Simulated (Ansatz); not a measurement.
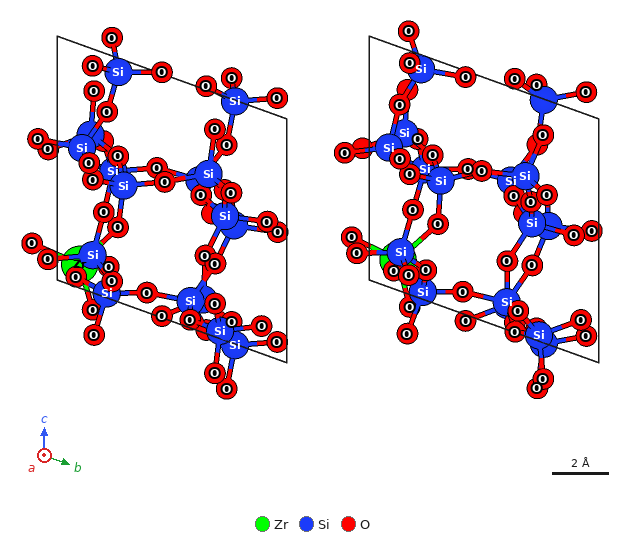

Two geometries of a defect cell of composition ZrSi₁₅O₃₂ (cell charge +1), drawn at one scale. One is the start of a relaxation, the other its converged end. The picture is a ball-and-stick view of the cell of the calculation, seen along the a axis.

Theory: DFT PBE, scalar-relativistic, plane waves, PAW in Ansatz 0.2.0. Settings: plane-wave cutoff 420 eV; k-point mesh 2 × 2 × 2; occupations gaussian; smearing width 0.01 eV; mesh shifted by (0.5, 0.5, 0.5); collinear spin; atoms relaxed in a fixed cell; force threshold 0.025 eV/Å; at most 45 steps.

### Which geometry has the lower energy?

The right one is the relaxed one. Case: Zr on a Si site (a), charge +1, atoms relaxed at the host's cell. After 18 accepted moves (20 points after the start) the energy has fallen by 85.7 meV per cell of the calculation. Largest force component: 0.26 eV/Å at the start, 0.025 eV/Å at the end. The line search rejected the trial steps at points 7, 17 of the run. The largest moves, 0.76 Å, are those of O atoms. By element the largest moves are O 0.76 Å, Si 0.50 Å, Zr 0.39 Å. The cell doesn't change. Some distances before and after: O–Zr 1.947 → 1.964 Å, O–Si 1.618 → 1.630 Å. Bond angles that change, for instance: Si–O–Si 156.0° → 171.2°, Si–O–Si 138.4° → 150.7°, Si–O–Si 160.0° → 150.5°.

Limits of the set-up: the cell is charged, on a uniform background, and energies carry no finite-size correction.
